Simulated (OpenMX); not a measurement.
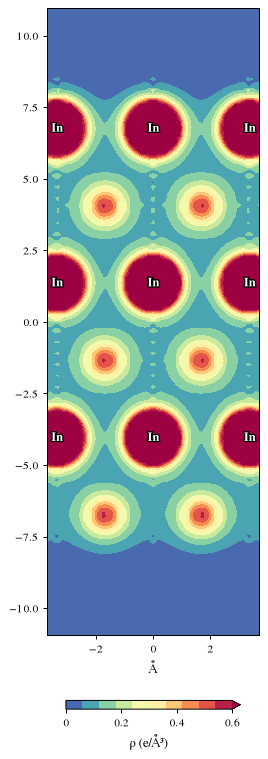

Figure 1: In (slab). Valence electron density on the (11̄0) plane of the calculation cell, a cut from vacuum to vacuum.

All numbers below come from Kohn-Sham DFT of a periodic cell, PBE, OpenMX 2013 PBE set (OpenMX).

What do the fields say about this system?

- The plane passes through In nuclei.
- The density dies away to nearly zero in the vacuum.
